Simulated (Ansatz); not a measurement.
Consider GePt.

Input

```
crystal:
  lattice:
    - [5.7406006238, -3.700335994, 0.0]
    - [-5.7406006238, -3.700335994, 0.0]
    - [0.0, 3.700335994, -6.0924384592]
  atoms:
    - { symbol: Ge, position: [0.2506655658, 0.4361270984, 0.4218443247] }
    - { symbol: Ge, position: [0.7459005535, 0.9358167898, 0.4035350066] }
    - { symbol: Ge, position: [0.27403679, 0.0868548381, 0.5927994804] }
    - { symbol: Ge, position: [0.7718391463, 0.5877742636, 0.6005350612] }
    - { symbol: Ge, position: [0.6897183515, 0.9822890788, 0.8974098733] }
    - { symbol: Ge, position: [0.1543138501, 0.4696161988, 0.9150836221] }
    - { symbol: Ge, position: [0.8172296909, 0.4913050329, 0.080745374] }
    - { symbol: Ge, position: [0.3255923214, 0.990126827, 0.0706980794] }
    - { symbol: Pt, position: [0.5248325144, 0.5247012411, 0.7883011777] }
    - { symbol: Pt, position: [0.0421663646, 0.0516446587, 0.8193269409] }
    - { symbol: Pt, position: [0.9728625042, 0.9710174337, 0.1898233649] }
    - { symbol: Pt, position: [0.5004953157, 0.4865677373, 0.1989252412] }
    - { symbol: Pt, position: [0.2773657127, 0.7706666769, 0.2951679113] }
    - { symbol: Pt, position: [0.7795280494, 0.2823452838, 0.3076967307] }
    - { symbol: Pt, position: [0.2136515876, 0.7072121919, 0.7015714462] }
    - { symbol: Pt, position: [0.7047802621, 0.2111163997, 0.672660229] }
basis:
  ecutwfc: 420
kpoints:
  mp_grid: { grid: [6, 6, 6] }
hamiltonian:
  xc: pbesol
scf:
  occupations: { method: fermi_dirac, width: 0.05 }
output:
  forces: true
  stress: true
  eigenvalues: true
  populations: true
  write_density: true
  write_potential: true
  elf: true
  volumetric_format: npy
```

Run with:

```sh
ansatz run input.yaml --threads 4 --pin off --max-ram 9216MiB --backend cpu --events-out ev --progress --plain --runs-dir out
```

Below, planes, directions and counts refer to the conventional cell (a = 6.83 Å, b = 6.83 Å, c = 7.13 Å, α = 106.33°, β = 106.33°, γ = 114.39°).

Space group P1; not relaxed (largest force 1.7 eV/Å).

Theory: DFT PBEsol, scalar-relativistic, plane waves, PAW (Ansatz).

> What can the converged valence pseudo-density and electron localisation function tell about the bonding?

Ge–Pt (2.45 Å): ρ is about 0.58 e/Å³ halfway; the ELF is about 0.40 at the midpoint.
Ge–Pt (2.53 Å): ρ is about 0.49 e/Å³ halfway; the ELF is about 0.40 at the midpoint.
Ge–Pt (2.53 Å): ρ at the midpoint is about 0.49 e/Å³; the ELF is about 0.40 at the midpoint.

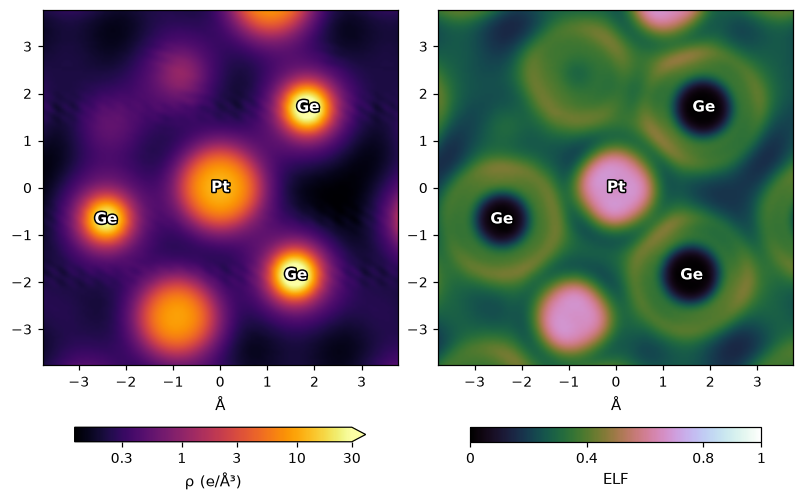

Computed valence pseudo-density and electron localisation function on the (011̄) plane of the conventional cell, in this order. Atoms just off the plane (Ge, 0.7 Å away and Pt, 0.3 Å away) can leave unmarked features too.
